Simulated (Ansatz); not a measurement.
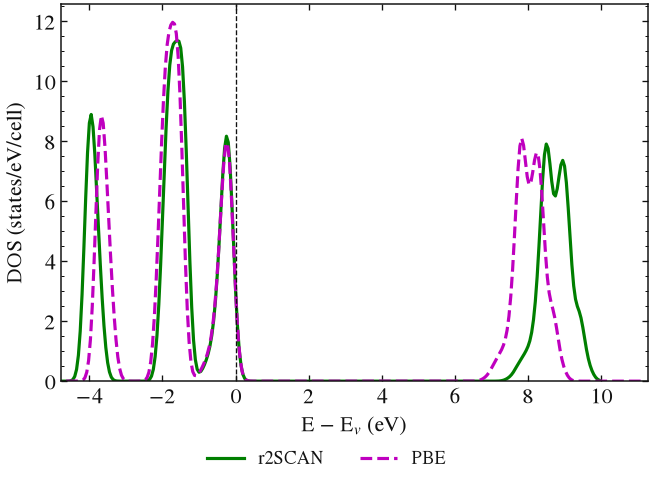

Total densities of states of N, space group Cmmm, 4 atoms in the cell, shear (xy) strain −5.0%, by two methods on the same cell. The curves are built from the levels of the k mesh with Gaussians 0.3 eV wide, which also blur the band edges. Each is counted from its own valence-band top.

Q: What changes from one method to the other?

A: r2SCAN gives a gap of 7.47 eV and PBE gives a gap of 6.83 eV.

Settings. r2SCAN: DFT, r2SCAN, plane waves, PAW, no spin polarisation, 6×6×6 k mesh, 500 eV cutoff (Ansatz). PBE: DFT, PBE, plane waves, PAW, no spin polarisation, 6×6×6 k mesh, 420 eV cutoff, Fermi-Dirac smearing of 0.02 eV (Ansatz 0.2.0).
